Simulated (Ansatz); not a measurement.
**Geometry relaxation, with input and output: AlAs (part 2 of 3)**

Continued. System: AlAs (slab, 12 atoms in the cell). Method: DFT PBE, scalar-relativistic, plane waves, PAW, no spin polarisation (Ansatz 0.2.0); cutoff 420 eV, 7×5×1 k-mesh, Gaussian smearing of 0.05 eV. The structure derives from an entry of the Crystallography Open Database. It belongs to a series of runs on one base structure; here: (1 1 0) slab, atoms relaxed.

Geometry of the input (Å; fractional positions):
```
4.0500  0.0000  0.0000
0.0000  5.7276  0.0000
0.0000  0.0000  25.1251
Al 0.5000  0.5000  0.2985
As 0.0000  0.2500  0.2985
Al 0.0000  0.0000  0.3791
As 0.5000  0.7500  0.3791
Al 0.5000  0.5000  0.4597
As 0.0000  0.2500  0.4597
Al 0.0000  0.0000  0.5403
As 0.5000  0.7500  0.5403
Al 0.5000  0.5000  0.6209
As 0.0000  0.2500  0.6209
Al 0.0000  0.0000  0.7015
As 0.5000  0.7500  0.7015
```

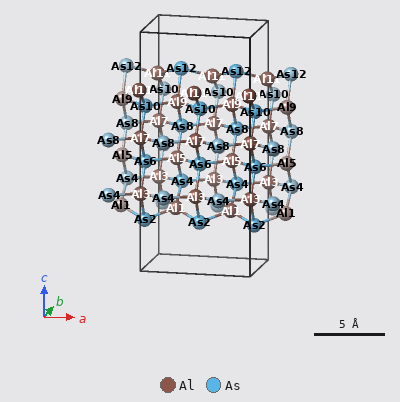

*The geometry at step 4 of the log (ball-and-stick view of the 2 × 1 repeat of the cell, with the vacuum cut short, seen slightly off an axis; neighbours outside the cell are drawn fainter; atoms are numbered from 1 in the order of the input).*

The program's output, continued
```
SCF iter   1: F=—  HF=-32365.070022 eV  |F-HF|=—  |Δ(HF+E_count)|=         —  Δρ=3.05e-3  dr2=6.89e-2  ethr=6.57e-5  p=0.000 e·Å  D=7.11e-6 V/Å  ΔV_dip=-0.00 eV  dr2_dipole=1.15e-8  V_vac-E_F(+/−)=4.31/4.31 eV  ⟨swp⟩=1.8  Hψ=2809  notcnv=0  defer=69
efield: sawtooth ramp at fractional position 0.9800 (handed on by an earlier solve), width 0.0400; the density the first Hamiltonian is built on has a dipole p = 0.000 e·Å; the dipole correction subtracts the counter field D = 7.11e-6 V/Å, which shifts the + side's vacuum level by -0.00 eV against the − side's; the planar-averaged density in the ramp window peaks in size at 1.9e-7 e/Å³
preconditioner: auto → Resta (q_TF=auto, 2.060 Å⁻¹)  ε∞=2.9  [insulator: Δε(μ)=1.315 eV  Ē_g=7.792 eV  σ=0.050 eV  W_gap=1.00  n_scr=92 (ndim 8)  ℏωp=10.7 eV  f_vac=0.473  D(μ)=0.00/eV (n_scr^D=0)  ε∞_Penn≈2.9  vacuum switching on, ρ_ref=4.4e-3 e/Å³]
SCF iter   2: F=—  HF=-32365.070008 eV  |F-HF|=—  |Δ(HF+E_count)|=   1.35e-5  Δρ=1.66e-3  dr2=1.78e-2  ethr=6.38e-5  p=-0.000 e·Å  D=-7.96e-6 V/Å  ΔV_dip=0.00 eV  dr2_dipole=1.13e-8  V_vac-E_F(+/−)=4.41/4.41 eV  ⟨swp⟩=2.0  Hψ=940  notcnv=0  defer=69
SCF iter   3: F=—  HF=-32365.074986 eV  |F-HF|=—  |Δ(HF+E_count)|=   4.98e-3  Δρ=5.05e-4  dr2=1.15e-2  ethr=1.65e-5  p=0.000 e·Å  D=3.44e-5 V/Å  ΔV_dip=-0.00 eV  dr2_dipole=2.44e-7  V_vac-E_F(+/−)=4.43/4.43 eV  ⟨swp⟩=2.0  Hψ=1034  notcnv=0  defer=69
SCF iter   4: F=—  HF=-32365.073995 eV  |F-HF|=—  |Δ(HF+E_count)|=   9.92e-4  Δρ=1.66e-4  dr2=3.50e-4  ethr=1.07e-5  p=-0.000 e·Å  D=-2.10e-5 V/Å  ΔV_dip=0.00 eV  dr2_dipole=8.19e-8  V_vac-E_F(+/−)=4.49/4.49 eV  ⟨swp⟩=2.0  Hψ=890  notcnv=0  defer=69
SCF iter   5: F=—  HF=-32365.074148 eV  |F-HF|=—  |Δ(HF+E_count)|=   1.53e-4  Δρ=5.61e-5  dr2=3.66e-5  ethr=3.24e-7  p=0.000 e·Å  D=4.08e-5 V/Å  ΔV_dip=-0.00 eV  dr2_dipole=3.46e-7  V_vac-E_F(+/−)=4.49/4.49 eV  ⟨swp⟩=2.0  Hψ=1010  notcnv=0  defer=69
SCF iter   6: F=-32365.074161 eV  HF=-32365.074165 eV  |F-HF|=3.67e-6  |Δ(HF+E_count)|=   1.71e-5  Δρ=1.78e-5  dr2=4.29e-6  ethr=3.39e-8  p=-0.000 e·Å  D=-8.75e-5 V/Å  ΔV_dip=0.00 eV  dr2_dipole=1.49e-6  V_vac-E_F(+/−)=4.50/4.49 eV  ⟨swp⟩=21.0  Hψ=8246  notcnv=0
SCF 2 converged in 6 iterations: F = -32365.074161 eV  dr2 = 4.29e-6
relax step   2: F+E_penalty+E_count = -32365.07416134 eV  Δ(F+E_penalty+E_count) = -8.690e-1 eV  max|allowed force component| = 9.299e-1 eV/Å  Δτ_max = 0.1948 Å  (6 SCF iters, dr2 threshold 1.00e-4 eV, accepted)
SCF iter   1: F=—  HF=-32365.494661 eV  |F-HF|=—  |Δ(HF+E_count)|=         —  Δρ=2.95e-3  dr2=5.96e-2  ethr=5.55e-4  p=-0.000 e·Å  D=-8.75e-5 V/Å  ΔV_dip=0.00 eV  dr2_dipole=2.11e-6  V_vac-E_F(+/−)=4.45/4.45 eV  ⟨swp⟩=4.3  Hψ=1913  notcnv=0  defer=73
efield: sawtooth ramp at fractional position 0.9800 (handed on by an earlier solve), width 0.0400; the density the first Hamiltonian is built on has a dipole p = -0.000 e·Å; the dipole correction subtracts the counter field D = -8.75e-5 V/Å, which shifts the + side's vacuum level by +0.00 eV against the − side's; the planar-averaged density in the ramp window peaks in size at 1.8e-7 e/Å³
preconditioner: auto → Resta (q_TF=auto, 2.060 Å⁻¹)  ε∞=2.9  [insulator: Δε(μ)=1.364 eV  Ē_g=7.829 eV  σ=0.050 eV  W_gap=1.00  n_scr=92 (ndim 8)  ℏωp=10.7 eV  f_vac=0.478  D(μ)=0.00/eV (n_scr^D=0)  ε∞_Penn≈2.9  vacuum switching on, ρ_ref=4.4e-3 e/Å³]
SCF iter   2: F=—  HF=-32365.498123 eV  |F-HF|=—  |Δ(HF+E_count)|=   3.46e-3  Δρ=1.65e-3  dr2=1.94e-2  ethr=5.52e-5  p=0.000 e·Å  D=1.18e-4 V/Å  ΔV_dip=-0.00 eV  dr2_dipole=1.54e-6  V_vac-E_F(+/−)=4.49/4.50 eV  ⟨swp⟩=2.0  Hψ=1124  notcnv=0  defer=76
SCF iter   3: F=—  HF=-32365.504039 eV  |F-HF|=—  |Δ(HF+E_count)|=   5.92e-3  Δρ=3.05e-4  dr2=3.32e-3  ethr=1.80e-5  p=-0.002 e·Å  D=-5.42e-4 V/Å  ΔV_dip=0.01 eV  dr2_dipole=5.48e-5  V_vac-E_F(+/−)=4.62/4.60 eV  ⟨swp⟩=2.0  Hψ=1019  notcnv=0  defer=76
SCF iter   4: F=—  HF=-32365.503983 eV  |F-HF|=—  |Δ(HF+E_count)|=   5.67e-5  Δρ=1.56e-4  dr2=7.33e-4  ethr=3.07e-6  p=0.002 e·Å  D=5.14e-4 V/Å  ΔV_dip=-0.01 eV  dr2_dipole=4.10e-5  V_vac-E_F(+/−)=4.58/4.59 eV  ⟨swp⟩=2.0  Hψ=907  notcnv=0  defer=76
SCF iter   5: F=—  HF=-32365.504010 eV  |F-HF|=—  |Δ(HF+E_count)|=   2.75e-5  Δρ=5.72e-5  dr2=6.88e-5  ethr=6.78e-7  p=-0.001 e·Å  D=-3.48e-4 V/Å  ΔV_dip=0.01 eV  dr2_dipole=2.33e-5  V_vac-E_F(+/−)=4.61/4.60 eV  ⟨swp⟩=2.0  Hψ=993  notcnv=0  defer=76
SCF iter   6: F=-32365.503981 eV  HF=-32365.504023 eV  |F-HF|=4.25e-5  |Δ(HF+E_count)|=   1.34e-5  Δρ=2.88e-5  dr2=3.25e-5  ethr=5.00e-8  p=0.001 e·Å  D=3.59e-4 V/Å  ΔV_dip=-0.01 eV  dr2_dipole=1.92e-5  V_vac-E_F(+/−)=4.60/4.61 eV  ⟨swp⟩=21.8  Hψ=8446  notcnv=0
SCF 3 converged in 6 iterations: F = -32365.503981 eV  dr2 = 3.25e-5
  greatest PAW one-centre occupation: 0.999 electrons in one spin orbital (limit 2), on the As atom at site 1 (counted from 0), in its partial waves of l = 2
relax step   3: F+E_penalty+E_count = -32365.50398101 eV  Δ(F+E_penalty+E_count) = -4.298e-1 eV  max|allowed force component| = 4.087e-1 eV/Å  Δτ_max = 0.1949 Å  (6 SCF iters, dr2 threshold 5.40e-5 eV, accepted)
SCF iter   1: F=—  HF=-32365.622734 eV  |F-HF|=—  |Δ(HF+E_count)|=         —  Δρ=2.86e-3  dr2=6.13e-2  ethr=4.87e-4  p=0.001 e·Å  D=3.59e-4 V/Å  ΔV_dip=-0.01 eV  dr2_dipole=3.58e-5  V_vac-E_F(+/−)=4.69/4.70 eV  ⟨swp⟩=4.2  Hψ=1824  notcnv=0  defer=62
efield: sawtooth ramp at fractional position 0.9800 (handed on by an earlier solve), width 0.0400; the density the first Hamiltonian is built on has a dipole p = 0.001 e·Å; the dipole correction subtracts the counter field D = 3.59e-4 V/Å, which shifts the + side's vacuum level by -0.01 eV against the − side's; the planar-averaged density in the ramp window peaks in size at 1.1e-7 e/Å³
preconditioner: auto → Resta (q_TF=auto, 2.060 Å⁻¹)  ε∞=2.8  [insulator: Δε(μ)=1.107 eV  Ē_g=7.861 eV  σ=0.050 eV  W_gap=1.00  n_scr=92 (ndim 8)  ℏωp=10.7 eV  f_vac=0.484  D(μ)=0.00/eV (n_scr^D=0)  ε∞_Penn≈2.8  vacuum switching on, ρ_ref=4.5e-3 e/Å³]
SCF iter   2: F=—  HF=-32365.625768 eV  |F-HF|=—  |Δ(HF+E_count)|=   3.03e-3  Δρ=1.57e-3  dr2=1.88e-2  ethr=5.68e-5  p=-0.002 e·Å  D=-4.98e-4 V/Å  ΔV_dip=0.01 eV  dr2_dipole=2.49e-5  V_vac-E_F(+/−)=4.66/4.65 eV  ⟨swp⟩=2.0  Hψ=1141  notcnv=0  defer=69
SCF iter   3: F=—  HF=-32365.631079 eV  |F-HF|=—  |Δ(HF+E_count)|=   5.31e-3  Δρ=6.70e-4  dr2=7.20e-3  ethr=1.74e-5  p=0.002 e·Å  D=7.31e-4 V/Å  ΔV_dip=-0.02 eV  dr2_dipole=1.17e-4  V_vac-E_F(+/−)=4.75/4.77 eV  ⟨swp⟩=2.0  Hψ=985  notcnv=0  defer=69
SCF iter   4: F=—  HF=-32365.632067 eV  |F-HF|=—  |Δ(HF+E_count)|=   9.88e-4  Δρ=1.64e-4  dr2=6.74e-4  ethr=6.67e-6  p=-0.003 e·Å  D=-1.03e-3 V/Å  ΔV_dip=0.03 eV  dr2_dipole=1.41e-4  V_vac-E_F(+/−)=4.76/4.74 eV  ⟨swp⟩=2.0  Hψ=980  notcnv=0  defer=70
SCF iter   5: F=—  HF=-32365.632160 eV  |F-HF|=—  |Δ(HF+E_count)|=   9.29e-5  Δρ=7.62e-5  dr2=3.29e-4  ethr=6.24e-7  p=0.003 e·Å  D=1.07e-3 V/Å  ΔV_dip=-0.03 eV  dr2_dipole=2.29e-4  V_vac-E_F(+/−)=4.75/4.78 eV  ⟨swp⟩=2.0  Hψ=1138  notcnv=0  defer=70
SCF iter   6: F=-32365.632115 eV  HF=-32365.632120 eV  |F-HF|=5.34e-6  |Δ(HF+E_count)|=   3.96e-5  Δρ=3.53e-5  dr2=1.61e-5  ethr=2.99e-8  p=-0.001 e·Å  D=-2.53e-4 V/Å  ΔV_dip=0.01 eV  dr2_dipole=3.73e-6  V_vac-E_F(+/−)=4.77/4.77 eV  ⟨swp⟩=19.8  Hψ=7426  notcnv=0
SCF 4 converged in 6 iterations: F = -32365.632115 eV  dr2 = 1.61e-5
relax step   4: F+E_penalty+E_count = -32365.63211491 eV  Δ(F+E_penalty+E_count) = -1.281e-1 eV  max|allowed force component| = 7.257e-2 eV/Å  Δτ_max = 0.1943 Å  (6 SCF iters, dr2 threshold 3.23e-5 eV, accepted)
SCF iter   1: F=—  HF=-32365.636958 eV  |F-HF|=—  |Δ(HF+E_count)|=         —  Δρ=8.31e-4  dr2=4.26e-3  ethr=4.33e-5  p=-0.001 e·Å  D=-2.53e-4 V/Å  ΔV_dip=0.01 eV  dr2_dipole=1.71e-5  V_vac-E_F(+/−)=4.77/4.77 eV  ⟨swp⟩=3.0  Hψ=1469  notcnv=0  defer=62
efield: sawtooth ramp at fractional position 0.9800 (handed on by an earlier solve), width 0.0400; the density the first Hamiltonian is built on has a dipole p = -0.001 e·Å; the dipole correction subtracts the counter field D = -2.53e-4 V/Å, which shifts the + side's vacuum level by +0.01 eV against the − side's; the planar-averaged density in the ramp window peaks in size at 1.0e-7 e/Å³
preconditioner: auto → Resta (q_TF=auto, 2.060 Å⁻¹)  ε∞=2.8  [insulator: Δε(μ)=1.076 eV  Ē_g=7.861 eV  σ=0.050 eV  W_gap=1.00  n_scr=92 (ndim 8)  ℏωp=10.7 eV  f_vac=0.481  D(μ)=0.00/eV (n_scr^D=0)  ε∞_Penn≈2.8  vacuum switching on, ρ_ref=4.5e-3 e/Å³]
SCF iter   2: F=—  HF=-32365.636718 eV  |F-HF|=—  |Δ(HF+E_count)|=   2.40e-4  Δρ=4.59e-4  dr2=1.11e-3  ethr=3.94e-6  p=0.001 e·Å  D=3.33e-4 V/Å  ΔV_dip=-0.01 eV  dr2_dipole=1.20e-5  V_vac-E_F(+/−)=4.76/4.77 eV  ⟨swp⟩=1.9  Hψ=996  notcnv=0  defer=62
SCF iter   3: F=—  HF=-32365.636852 eV  |F-HF|=—  |Δ(HF+E_count)|=   1.34e-4  Δρ=1.23e-4  dr2=7.73e-4  ethr=1.03e-6  p=-0.003 e·Å  D=-1.07e-3 V/Å  ΔV_dip=0.03 eV  dr2_dipole=2.14e-4  V_vac-E_F(+/−)=4.80/4.77 eV  ⟨swp⟩=2.0  Hψ=945  notcnv=0  defer=62
SCF iter   4: F=—  HF=-32365.636756 eV  |F-HF|=—  |Δ(HF+E_count)|=   9.67e-5  Δρ=3.89e-5  dr2=3.75e-5  ethr=7.16e-7  p=0.001 e·Å  D=4.33e-4 V/Å  ΔV_dip=-0.01 eV  dr2_dipole=2.26e-5  V_vac-E_F(+/−)=4.77/4.78 eV  ⟨swp⟩=2.0  Hψ=874  notcnv=0  defer=62
SCF iter   5: F=—  HF=-32365.636714 eV  |F-HF|=—  |Δ(HF+E_count)|=   4.13e-5  Δρ=1.97e-5  dr2=6.20e-6  ethr=3.47e-8  p=-0.000 e·Å  D=-1.12e-5 V/Å  ΔV_dip=0.00 eV  dr2_dipole=9.09e-7  V_vac-E_F(+/−)=4.78/4.78 eV  ⟨swp⟩=2.0  Hψ=1013  notcnv=0  defer=62
SCF iter   6: F=—  HF=-32365.636715 eV  |F-HF|=—  |Δ(HF+E_count)|=   1.06e-6  Δρ=9.20e-6  dr2=8.31e-7  ethr=5.74e-9  p=0.000 e·Å  D=8.07e-5 V/Å  ΔV_dip=-0.00 eV  dr2_dipole=6.28e-8  V_vac-E_F(+/−)=4.78/4.78 eV  ⟨swp⟩=2.0  Hψ=911  notcnv=0  defer=62
SCF iter   7: F=-32365.636716 eV  HF=-32365.636716 eV  |F-HF|=5.13e-8  |Δ(HF+E_count)|=   4.44e-7  Δρ=2.66e-6  dr2=6.37e-8  ethr=9.26e-11  p=0.000 e·Å  D=6.37e-5 V/Å  ΔV_dip=-0.00 eV  dr2_dipole=3.32e-10  V_vac-E_F(+/−)=4.78/4.78 eV  ⟨swp⟩=17.8  Hψ=6246  notcnv=0
SCF 5 converged in 7 iterations: F = -32365.636716 eV  dr2 = 6.37e-8
relax step   5: F+E_penalty+E_count = -32365.63671596 eV  Δ(F+E_penalty+E_count) = -4.601e-3 eV  max|allowed force component| = 5.003e-2 eV/Å  Δτ_max = 0.0342 Å  (7 SCF iters, accepted)
SCF iter   1: F=—  HF=-32365.637735 eV  |F-HF|=—  |Δ(HF+E_count)|=         —  Δρ=3.18e-4  dr2=7.60e-4  ethr=4.82e-6  p=0.000 e·Å  D=6.37e-5 V/Å  ΔV_dip=-0.00 eV  dr2_dipole=8.81e-7  V_vac-E_F(+/−)=4.79/4.79 eV  ⟨swp⟩=2.6  Hψ=1399  notcnv=0  defer=62
efield: sawtooth ramp at fractional position 0.9800 (handed on by an earlier solve), width 0.0400; the density the first Hamiltonian is built on has a dipole p = 0.000 e·Å; the dipole correction subtracts the counter field D = 6.37e-5 V/Å, which shifts the + side's vacuum level by -0.00 eV against the − side's; the planar-averaged density in the ramp window peaks in size at 1.3e-7 e/Å³
preconditioner: auto → Resta (q_TF=auto, 2.060 Å⁻¹)  ε∞=2.8  [insulator: Δε(μ)=1.071 eV  Ē_g=7.863 eV  σ=0.050 eV  W_gap=1.00  n_scr=92 (ndim 8)  ℏωp=10.7 eV  f_vac=0.482  D(μ)=0.00/eV (n_scr^D=0)  ε∞_Penn≈2.8  vacuum switching on, ρ_ref=4.5e-3 e/Å³]
SCF iter   2: F=—  HF=-32365.637657 eV  |F-HF|=—  |Δ(HF+E_count)|=   7.80e-5  Δρ=1.76e-4  dr2=1.71e-4  ethr=7.04e-7  p=-0.000 e·Å  D=-6.51e-5 V/Å  ΔV_dip=0.00 eV  dr2_dipole=5.82e-7  V_vac-E_F(+/−)=4.79/4.79 eV  ⟨swp⟩=2.0  Hψ=998  notcnv=0  defer=62
SCF iter   3: F=—  HF=-32365.637662 eV  |F-HF|=—  |Δ(HF+E_count)|=   5.60e-6  Δρ=3.68e-5  dr2=4.05e-5  ethr=1.58e-7  p=0.001 e·Å  D=2.37e-4 V/Å  ΔV_dip=-0.01 eV  dr2_dipole=1.01e-5  V_vac-E_F(+/−)=4.79/4.79 eV  ⟨swp⟩=2.0  Hψ=950  notcnv=0  defer=62
SCF iter   4: F=—  HF=-32365.637619 eV  |F-HF|=—  |Δ(HF+E_count)|=   4.28e-5  Δρ=1.84e-5  dr2=1.35e-5  ethr=3.75e-8  p=-0.001 e·Å  D=-2.21e-4 V/Å  ΔV_dip=0.01 eV  dr2_dipole=7.56e-6  V_vac-E_F(+/−)=4.80/4.79 eV  ⟨swp⟩=2.0  Hψ=889  notcnv=0  defer=62
SCF iter   5: F=—  HF=-32365.637618 eV  |F-HF|=—  |Δ(HF+E_count)|=   1.54e-6  Δρ=7.51e-6  dr2=9.28e-7  ethr=1.25e-8  p=-0.000 e·Å  D=-3.99e-6 V/Å  ΔV_dip=0.00 eV  dr2_dipole=1.38e-9  V_vac-E_F(+/−)=4.79/4.79 eV  ⟨swp⟩=2.0  Hψ=870  notcnv=0  defer=62
SCF iter   6: F=—  HF=-32365.637618 eV  |F-HF|=—  |Δ(HF+E_count)|=   1.24e-7  Δρ=3.39e-6  dr2=2.79e-7  ethr=8.59e-10  p=-0.000 e·Å  D=-2.44e-5 V/Å  ΔV_dip=0.00 eV  dr2_dipole=4.95e-8  V_vac-E_F(+/−)=4.79/4.79 eV  ⟨swp⟩=2.0  Hψ=1009  notcnv=0  defer=62
SCF iter   7: F=-32365.637618 eV  HF=-32365.637618 eV  |F-HF|=6.39e-9  |Δ(HF+E_count)|=   2.37e-8  Δρ=1.17e-6  dr2=1.45e-8  ethr=9.26e-11  p=-0.000 e·Å  D=-7.60e-6 V/Å  ΔV_dip=0.00 eV  dr2_dipole=5.83e-12  V_vac-E_F(+/−)=4.79/4.79 eV  ⟨swp⟩=16.9  Hψ=5662  notcnv=0
SCF 6 converged in 7 iterations: F = -32365.637618 eV  dr2 = 1.45e-8
```
